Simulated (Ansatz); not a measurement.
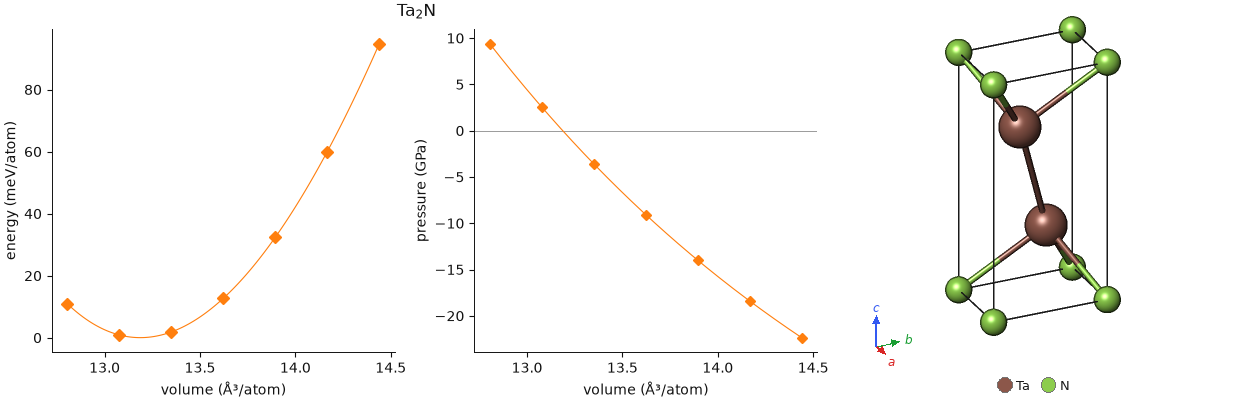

Figure. Energy and pressure against volume for Ta₂N, space group P-3m1 (No. 164). The conventional cell is drawn beside the plot.

A third-order Birch–Murnaghan fit gives V0 = 13.19 Å³/atom, B0 = 300 GPa and B′ = 4.3. The energy is 10.88 meV/atom at volume 12.80 Å³/atom and 94.75 meV/atom at 14.44 Å³/atom; the lowest computed point is at volume 13.08 Å³/atom (0.86 meV/atom), and no other minimum shows. The pressure falls from 9.38 GPa at volume 12.80 Å³/atom to −22.36 GPa at 14.44 Å³/atom, and changes sign near 13.19 Å³/atom.

Method: all-electron LAPW DFT, no spin polarisation; energies at scaled volumes of the given cell, shape and fractions fixed, counted from the fit's minimum, third-order Birch-Murnaghan fit (Ansatz 0.2.0). Level: PBEsol.

```
         setting                                   value
          k mesh                                 10×10×6
     occupations                             Fermi–Dirac
  smearing width                                 0.05 eV
      potentials  all electron LAPW, scalar relativistic
program settings               basis error eV/atom 0.002
```

Cell as given: a = 3.113 Å, b = 3.113 Å, c = 4.870 Å, α = 90.00°, β = 90.00°, γ = 120.00°; 3 atoms.

Keep in mind: shape and atomic fractions are frozen while scaling, which makes layered, chain and framework solids too stiff.
